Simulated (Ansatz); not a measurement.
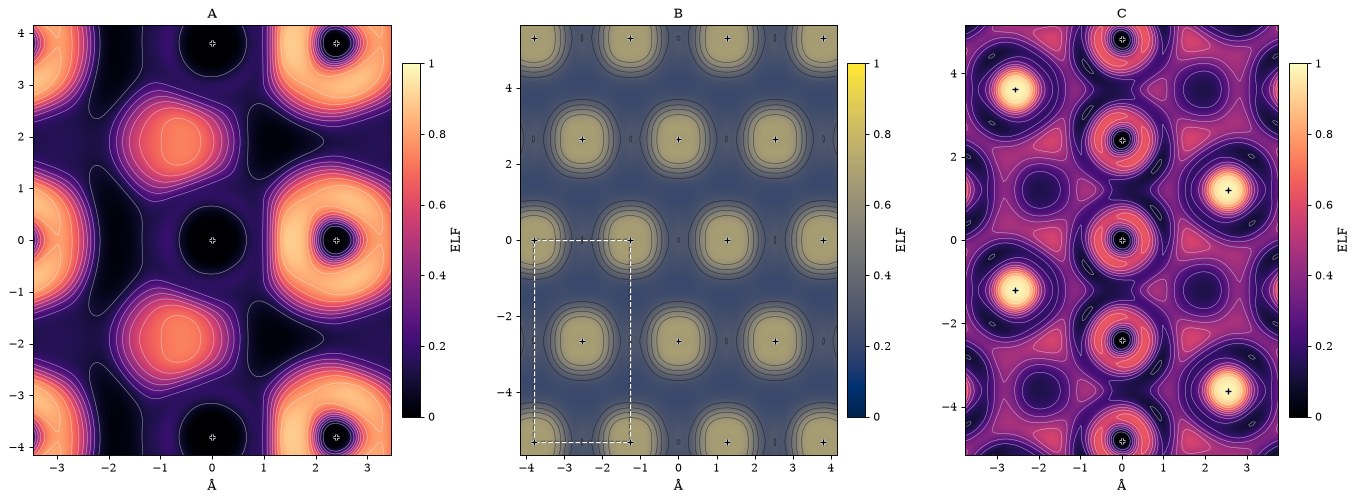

The electron localisation function of 3 systems, each on a plane through atoms (crosses mark nuclei in the plane).

Method: DFT r2SCAN, scalar-relativistic, plane waves, PAW (Ansatz 0.2.0).

System 1: Ti₂Co, the (110) plane of the conventional cell. Space group Fd-3m; computed pressure about 12 GPa in this cell; computed without spin polarisation.

```yaml
crystal:
  lattice:
    - [6.81856, 0.00000, 0.00000]
    - [0.00000, 6.81856, 0.00000]
    - [0.00000, 0.00000, 6.81856]
  atoms:
    - { symbol: Ti, position: [0.62500, 0.12500, 0.12500] }
    - { symbol: Ti, position: [0.12500, 0.62500, 0.12500] }
    - { symbol: Ti, position: [0.12500, 0.12500, 0.62500] }
    - { symbol: Ti, position: [0.62500, 0.62500, 0.62500] }
    - { symbol: Ti, position: [0.62500, 0.37500, 0.37500] }
    - { symbol: Ti, position: [0.12500, 0.87500, 0.37500] }
    - { symbol: Ti, position: [0.12500, 0.37500, 0.87500] }
    - { symbol: Ti, position: [0.62500, 0.87500, 0.87500] }
    - { symbol: Ti, position: [0.87500, 0.37500, 0.12500] }
    - { symbol: Ti, position: [0.37500, 0.87500, 0.12500] }
    - { symbol: Ti, position: [0.37500, 0.37500, 0.62500] }
    - { symbol: Ti, position: [0.87500, 0.87500, 0.62500] }
    - { symbol: Ti, position: [0.87500, 0.12500, 0.37500] }
    - { symbol: Ti, position: [0.37500, 0.62500, 0.37500] }
    - { symbol: Ti, position: [0.37500, 0.12500, 0.87500] }
    - { symbol: Ti, position: [0.87500, 0.62500, 0.87500] }
    - { symbol: Co, position: [0.00000, 0.00000, 0.00000] }
    - { symbol: Co, position: [0.50000, 0.50000, 0.00000] }
    - { symbol: Co, position: [0.50000, 0.00000, 0.50000] }
    - { symbol: Co, position: [0.00000, 0.50000, 0.50000] }
    - { symbol: Co, position: [0.25000, 0.25000, 0.25000] }
    - { symbol: Co, position: [0.75000, 0.75000, 0.25000] }
    - { symbol: Co, position: [0.75000, 0.25000, 0.75000] }
    - { symbol: Co, position: [0.25000, 0.75000, 0.75000] }
```

System 2: Pt, the (011̄) plane of the conventional cell. Space group I4/mmm; computed pressure about 18 GPa in this cell.

System 3: ZnS, the (100) plane of the conventional cell. Space group P2₁; changed on purpose from its base cell (strain +0.0150 x Voigt [0, 0, 0, 0, 0, 1], atoms carried along); not relaxed (largest force 0.3 eV/Å).

```
Zn S
1.0
     1.88075   -3.28613    0.00000
     0.00000    0.00000    6.23400
    -3.81100   -0.02858    0.00000
Zn S
2 2
Direct
  0.33333 0.00000 0.66667
  0.66667 0.50000 0.33333
  0.33333 0.38500 0.66667
  0.66667 0.88500 0.33333
```

### Match each panel to its system.

Panel A is system 3, ZnS: the plane holds Zn and S. Zn–S (2.40 Å): the ELF peaks at about 0.90 in the valence shell of S, 0.9 Å from its nucleus, and is about 0.55 at the midpoint. Panel B is system 2, Pt: the plane holds Pt. Pt–Pt (2.54 Å): the ELF is about 0.30 at the midpoint; no shared electron pair shows on this line. Panel C is system 1, Ti₂Co: the plane holds Ti and Co. Ti–Ti (2.41 Å): the ELF is about 0.15 at the midpoint; no localised pair shows between them.
